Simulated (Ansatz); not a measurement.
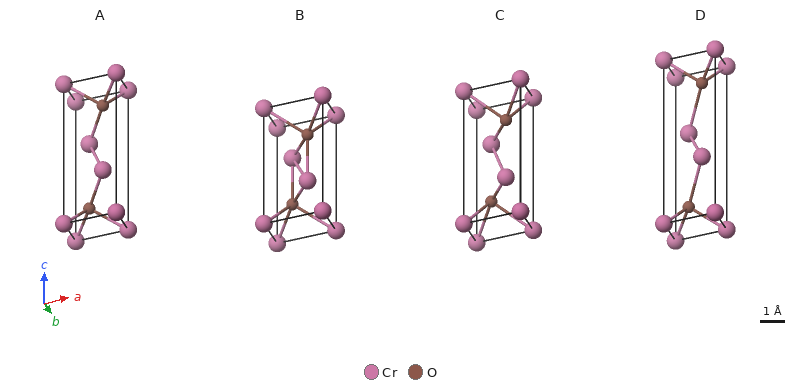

4 geometries from one relaxation of solid Cr3O2 (built on the A-type sesquioxide_164 type) (coarse preliminary run), in shuffled order. A ball-and-stick model of the cell of the calculation, seen from a free direction.

Case: anti-A-type sesquioxide type (P-3m1, No. 164).

Theory: DFT PBE, scalar-relativistic, plane waves, PAW (Ansatz). (plane-wave cutoff 420 eV; k-point mesh 6 × 6 × 4; occupations gaussian; smearing width 0.1 eV; collinear spin; cell and atoms relaxed; force threshold 0.04 eV/Å; at most 70 steps)

**Order the frames from highest to lowest energy.**

B, C, A, D. They are steps 0, 6, 12, 31, at +605 meV per atom, +456 meV per atom, +205 meV per atom relative to the last. The energy falls by 605 meV per atom in 26 accepted moves (31 points after the start). Largest force component: 0.32 eV/Å at the start, 0.019 eV/Å at the end. Pressure: 11.58 GPa at the start and 0.14 GPa at the end. The line search rejected the trial step at point 17 of the run. The SCF was repeated 4 times at an unchanged geometry on a basis and grid sized afresh for the cell, which shifted the energy by 90.1 meV per atom at most. The largest moves relative to the cell, 0.70 Å, are those of O atoms. By element the largest moves are O 0.70 Å, Cr 0.33 Å. Cell: a = b 3.316 → 2.890 Å (−12.9 %), c 5.160 → 7.306 Å (+41.6 %). Volume +7.5 %. Near-neighbour distances that change, for instance: Cr–O 2.064 → 3.286 Å, Cr–Cr 2.650 → 3.369 Å, Cr–O 1.997 → 2.480 Å, Cr–O 2.294 → 1.994 Å. Bonds break: Cr–O (2.06 → 3.29 Å). Among the angles between lasting bonds that change: Cr–O–Cr 112.3° → 71.3°, O–Cr–O 112.3° → 71.3°, Cr–O–Cr 75.9° → 97.1°. The space group stays P-3m1 (No. 164). The program noted that the starting moments weren't kept. The run took 3.9 min on 1 thread of Arm Neoverse V1, with other jobs on the host, peak memory 0.38 GiB.
